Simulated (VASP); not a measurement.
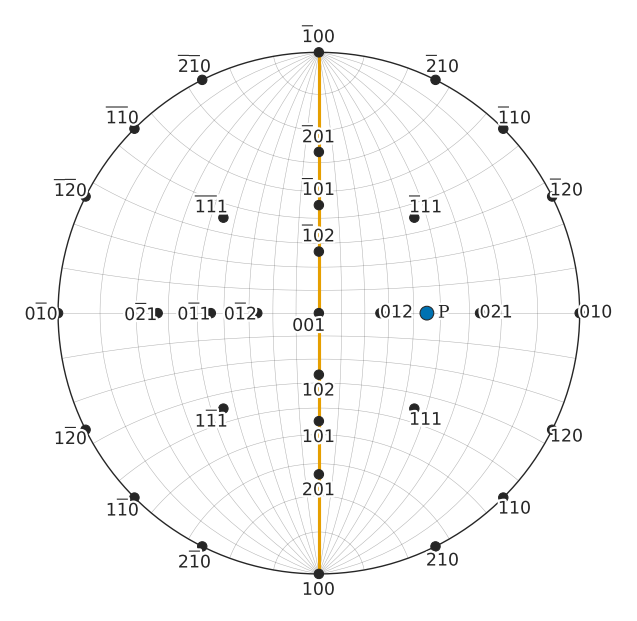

Stereographic projection of plane normals (upper hemisphere) centred on (0 0 1). Crystal: Pb, the end point of a relaxation with VASP 6.6.1, VASP Kohn-Sham DFT of a periodic cell, LDA, VASP PAW LDA potentials, recommended. Geometry calculated from the standardised cell; symmetry tolerance 0.002 Å.

a = 3.879 Å, b = 3.879 Å, c = 3.879 Å, α = 90.00°, β = 90.00°, γ = 90.00°.

### Index the pole marked P.

P is (0 1 1), 45.0° from the centre.

### Which zone does the coloured great circle trace?

The zone [0 1 0]: its poles satisfy k = 0.

### What is the angle between the normals of (−1 −1 1) and (−2 1 0), and what are their d_hkl = 1/|g|?

75.0°; d = 2.240 Å and 1.735 Å.
